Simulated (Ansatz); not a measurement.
Zn$_{24}$S$_{23}$ (cell charge +1, with a compensating background) (cell with a defect)

The calculation's input:

```
crystal:
  lattice:
    - [-3.8440669372, 6.6581192431, -6.3046430618]
    - [7.6881338746, -1.0e-10, -6.3046430618]
    - [-3.8440669373, -6.6581192431, -6.3046430618]
  atoms:
    - { symbol: Zn, position: [0.3524242445, 0.1857575779, 0.5190909112], spin: 0.75 }
    - { symbol: Zn, position: [0.9986530381, 0.3333615771, 0.6684163526] }
    - { symbol: Zn, position: [0.6671368507, 0.9972489057, 0.3345412157] }
    - { symbol: Zn, position: [0.5017496859, 0.8319863714, 0.6666949104] }
    - { symbol: Zn, position: [0.167874549, 0.500470184, 0.330582239] }
    - { symbol: Zn, position: [0.8323516066, 0.6655112116, 0.4999092693] }
    - { symbol: Zn, position: [0.5000282438, 0.3350830192, 0.1653197047] }
    - { symbol: Zn, position: [0.1639155724, 1.0012078823, 0.8338035173] }
    - { symbol: Zn, position: [0.8321778782, 0.166575936, 0.9990182733] }
    - { symbol: Zn, position: [0.3332426026, 0.66568494, 0.9988445449] }
    - { symbol: Zn, position: [0.9989076794, 0.8322410128, 0.1655743461] }
    - { symbol: Zn, position: [0.6665071471, 0.4998404804, 0.8331738138] }
    - { symbol: Zn, position: [0.9886478641, 0.1715727474, 0.3299773381], spin: 0.75 }
    - { symbol: Zn, position: [0.6690968216, 0.3339468762, 0.5001206753] }
    - { symbol: Zn, position: [0.338239414, 0.9966440047, 0.1553145308], spin: 0.75 }
    - { symbol: Zn, position: [0.1633106714, 0.8219811974, 0.5049060807], spin: 0.75 }
    - { symbol: Zn, position: [0.8331548809, 0.499362873, 0.1657323291] }
    - { symbol: Zn, position: [0.5001025582, 0.6648285559, 0.3321126868] }
    - { symbol: Zn, position: [0.1654460201, 0.3334358915, 0.9981618893] }
    - { symbol: Zn, position: [0.8314952226, 0.9987793535, 0.6667692248] }
    - { symbol: Zn, position: [0.5006135428, 0.166787342, 0.8357634883] }
    - { symbol: Zn, position: [0.9990656625, 0.6664882142, 0.8326962064] }
    - { symbol: Zn, position: [0.6660295397, 0.8323989958, 0.9998215476] }
    - { symbol: Zn, position: [0.3334540086, 0.502430155, 0.6672802095] }
    - { symbol: S, position: [0.8774583768, 0.2064199691, 0.5423291369] }
    - { symbol: S, position: [0.540378311, 0.8749811995, 0.2102244162] }
    - { symbol: S, position: [0.3756624702, 0.7107917102, 0.5397533024] }
    - { symbol: S, position: [0.0435577496, 0.3737116444, 0.2083145328] }
    - { symbol: S, position: [0.7087035217, 0.5412968627, 0.3742535114] }
    - { symbol: S, position: [0.3730866357, 0.2089958035, 0.0441250435] }
    - { symbol: S, position: [0.0416478662, 0.8768910829, 0.7070449777] }
    - { symbol: S, position: [0.7079635294, 0.0409201781, 0.8753701884] }
    - { symbol: S, position: [0.2075868447, 0.542036855, 0.874630196] }
    - { symbol: S, position: [0.8746583813, 0.7079917146, 0.0413250479] }
    - { symbol: S, position: [0.5411180188, 0.3744513521, 0.7077846855] }
    - { symbol: S, position: [0.8748988019, 0.0400692389, 0.2077519079] }
    - { symbol: S, position: [0.5439417395, 0.2078091513, 0.3728429852] }
    - { symbol: S, position: [0.2067359056, 0.8744185746, 0.0415654686] }
    - { symbol: S, position: [0.0410852412, 0.7082321352, 0.3734025722] }
    - { symbol: S, position: [0.7083425392, 0.374579298, 0.0413890032] }
    - { symbol: S, position: [0.375169692, 0.541943309, 0.2073930991] }
    - { symbol: S, position: [0.0407264324, 0.2085030254, 0.8752766423] }
    - { symbol: S, position: [0.7086099756, 0.8740597657, 0.5418363587] }
    - { symbol: S, position: [0.374475818, 0.0395096518, 0.7106084062] }
    - { symbol: S, position: [0.8747223365, 0.5416758725, 0.7079126314] }
    - { symbol: S, position: [0.5412459647, 0.7080556699, 0.8750092059] }
    - { symbol: S, position: [0.2061763185, 0.3772750728, 0.5411424847] }
  host:
    lattice:
      - [3.8440669373, 0.0, 0.0]
      - [-1.9220334686, 3.3290596216, 0.0]
      - [0.0, 0.0, 6.3046430618]
    atoms:
      - { symbol: Zn, position: [0.3333333333, 0.6666666667, 0.0002666736] }
      - { symbol: Zn, position: [0.6666666667, 0.3333333333, 0.5002666736] }
      - { symbol: S, position: [0.3333333333, 0.6666666667, 0.3747333264] }
      - { symbol: S, position: [0.6666666667, 0.3333333333, 0.8747333264] }
total_charge: 1
basis:
  ecutwfc: 420
  xc_grid: 2
kpoints:
  mp_grid: { grid: [2, 2, 2], shift: [0.5, 0.5, 0.5] }
hamiltonian:
  xc: pbe
scf:
  occupations: { method: gaussian, width: 0.01 }
output:
  forces: true
  stress: false
  eigenvalues: true
  populations: true
  charged_corrections:
    defect_position: [0.20842222, 0.04175556, 0.37508889]
    epsilon: [[9.0014, 0.0, 0.0], [0.0, 9.0014, 0.0], [0.0, 0.0, 9.607]]
  write_density: true
  write_potential: true
  elf: true
  volumetric_format: npy
magnetization:
  spin_polarized: true
relax:
  adjacent_minimum: "off"
  f_tol: 0.025
  max_steps: 45
```

Run with:

```sh
ansatz run input.yaml --threads 4 --pin off --max-ram 10240MiB --backend cpu --events-out ev --progress --plain --runs-dir out
```

Spin-polarised.

Theory: DFT PBE, scalar-relativistic, plane waves, PAW (Ansatz 0.2.0).

In a PAW calculation such maps are meaningful between the atoms, not at the nuclei.

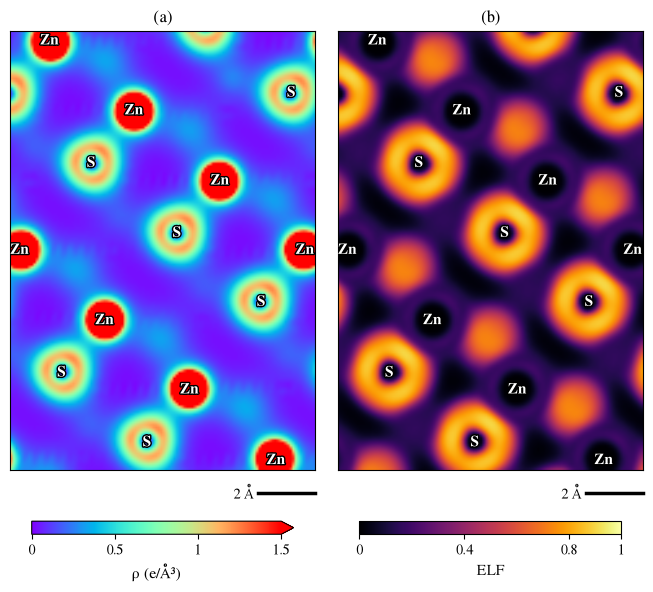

Figure 1. (a) valence electron density; (b) ELF on the (11̄0) plane of the calculation cell.

> Describe what can be read from this map.

Atoms in the plane: Zn and S. Zn–S (2.35 Å): ρ is about 0.5 e/Å³ halfway; the ELF peaks at about 0.90 in the valence shell of S, 0.8 Å from its nucleus, and is about 0.55 at the midpoint. Zn–S (2.36 Å): the density is about 0.49 e/Å³ at the midpoint; the ELF peaks at about 0.90 in the valence shell of S, 0.8 Å from its nucleus, and is about 0.55 at the midpoint. Between the atoms the lowest density in this plane is 0.02 e/Å³.

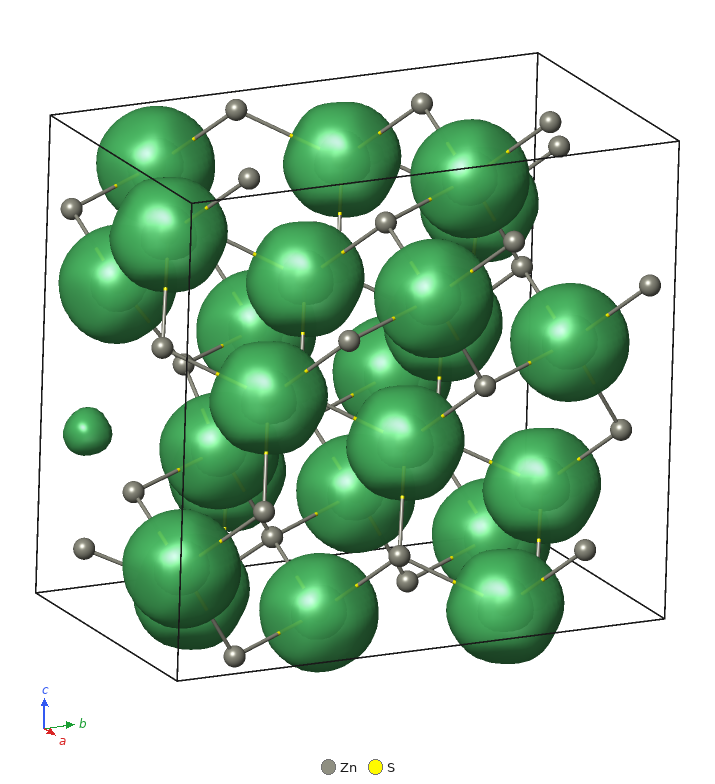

Figure 2. Isosurface of the ELF at 0.7 (green), seen slightly off an axis. Only the valence region is drawn (cores and ρ < 0.01 e/Å³ removed). Sticks mark near contacts.

> Identify the bonds, lone pairs and shells in this picture.

The surface consists of 23 regions wrapped around S (the valence shell of each) and one pocket between the atoms, centred on no nucleus (multi-centre or interstitial), counted in one cell of 47 atoms. Regions shared between cells count once. Profiles from the grid: Zn–S (2.29 Å): the ELF peaks at about 0.90 in the valence shell of S, 0.8 Å from its nucleus, and is about 0.60 at the midpoint. Zn–S (2.34 Å): the ELF peaks at about 0.90 in the valence shell of S, 0.8 Å from its nucleus, and is about 0.55 at the midpoint.

> Does the calculation give a band gap?

It is gapped, with a Kohn–Sham gap of 0.45 eV on the k-point mesh, an upper bound to the gap of this method.
